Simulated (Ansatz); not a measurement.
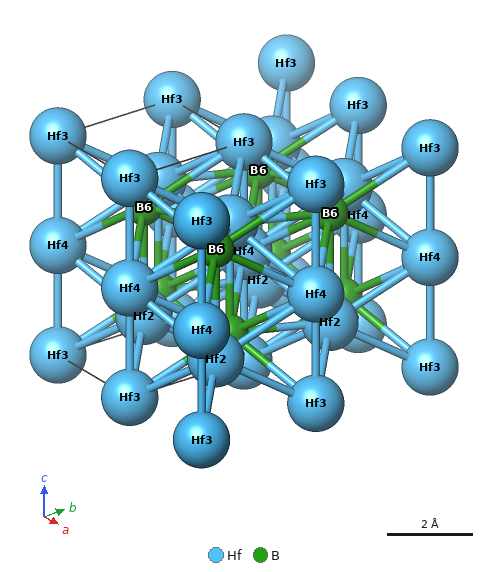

Starting structure of a crystal of Hf2B (a generated structure, set up in P6_3/mmc). The picture is a ball-and-stick view of the cell of the calculation, repeated 2 × 2 × 1 with one cell outlined, seen slightly off an axis.

Case: Ga → B, Ti → Hf on all its sites, cell and atoms relaxed.

Computed with DFT PBEsol, scalar-relativistic, plane waves, PAW in Ansatz 0.2.0.

Input file:
```yaml
crystal:
  lattice:
    - [4.419336011, 0.0, 0.0]
    - [-2.2096680055, 3.8272572534, 0.0]
    - [0.0, 0.0, 5.3195994528]
  atoms:
    - { symbol: Hf, position: [0.3333333333, 0.6666666667, 0.75] }
    - { symbol: Hf, position: [0.6666666667, 0.3333333333, 0.25] }
    - { symbol: Hf, position: [0.0, 0.0, 0.0] }
    - { symbol: Hf, position: [0.0, 0.0, 0.5] }
    - { symbol: B, position: [0.3333333333, 0.6666666667, 0.25] }
    - { symbol: B, position: [0.6666666667, 0.3333333333, 0.75] }
basis:
  ecutwfc: 420
kpoints:
  mp_grid: { grid: [12, 12, 8] }
hamiltonian:
  xc: pbesol
scf:
  occupations: { method: gaussian, width: 0.1 }
output:
  forces: true
  stress: true
  eigenvalues: true
  write_density: true
  write_potential: true
  elf: true
  volumetric_format: npy
relax:
  adjacent_minimum: "off"
  f_tol: 0.01
  max_steps: 60
  cell: { stress_tol: 0.1 }
```

Command:
```bash
ansatz run input.yaml --threads 1 --pin off --max-ram 2560MiB --backend cpu --events-out ev --progress --plain --runs-dir out
```

**Where does the relaxation end?**

The atoms keep their places relative to the cell (all moves are under 0.005 Å). The drawn cell changes as follows: a = b 4.419 → 4.413 Å (−0.1 %), c 5.320 → 5.446 Å (+2.4 %); the volume changes by +2.1 %. Some distances before and after: Hf3–Hf4 2.660 → 2.723 Å, Hf1–B5 2.660 → 2.723 Å, Hf1–Hf3 2.877 → 2.889 Å, Hf3–B5 2.877 → 2.889 Å. The space group stays P6_3/mmc (No. 194). The energy falls by 5.6 meV per atom in 3 accepted moves (5 points after the start). All forces vanish by symmetry, so only the cell relaxes. Pressure: 3.16 GPa at the start and 0.00 GPa at the end. The line search rejected the trial step at point 1 of the run. The SCF was repeated once at an unchanged geometry on a basis and grid sized afresh for the cell, which shifted the energy by 0.2 meV per atom at most. Cost: 70 s on 1 thread of AMD EPYC 9R45 96-Core Processor (Zen 5) (shared host), peak memory 0.74 GiB.

Step by step:

```
step  E − E(0), meV/atom  pressure, GPa  volume, Å³/atom                      note
   0                0.00           3.16           14.996                          
   1                1.84          -4.47           15.785                  rejected
   2               -4.82           0.18           15.283                          
   3               -5.28          -0.19           15.323                          
   4               -5.37          -0.01           15.308                          
   5               -5.59           0.00           15.308  same geometry, new basis
```

After the run, drawn alike:

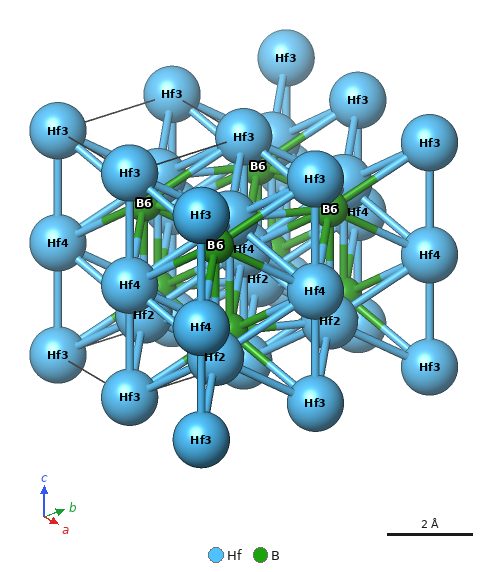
